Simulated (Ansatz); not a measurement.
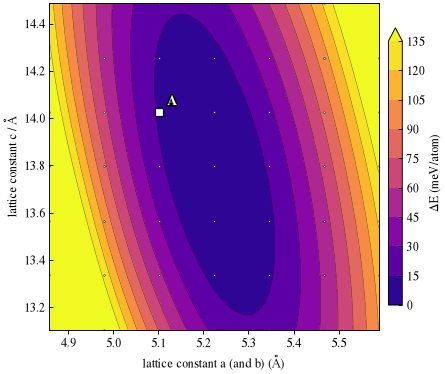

LiNbO3 (R-3c, No. 167; 10 atoms in the cell). 
- The energy is mapped over the lattice constants a and c of the conventional cell.
- First axis: lattice constant a (and b). Second axis: lattice constant c.
- Nothing is relaxed (fractional coordinates fixed).
- The scan uses a 7 × 7 grid.
- Points are written as (first, second).
- Energies are in meV/atom, from the lowest grid point.
- These are results of DFT PBE, scalar-relativistic, plane waves, PAW (Ansatz 0.2.0), not measurements. Settings: cutoff 520 eV, k-mesh 6×6×6, gaussian smearing 0.05 eV, no spin polarisation.

The picture shows filled contours, dots at the grid points, one colour for all values above the top of the scale, the point A. Between grid points the surface is interpolated.

Which way does the force act at A, and how strong is it?

A, at (5.101 Å, 14.025 Å), is not a stationary point. The computed force is 240 meV/atom for each Å towards larger values of lattice constant a (and b) and 11 meV/atom for each Å towards larger values of lattice constant c.

PAW datasets: the set soft_1.
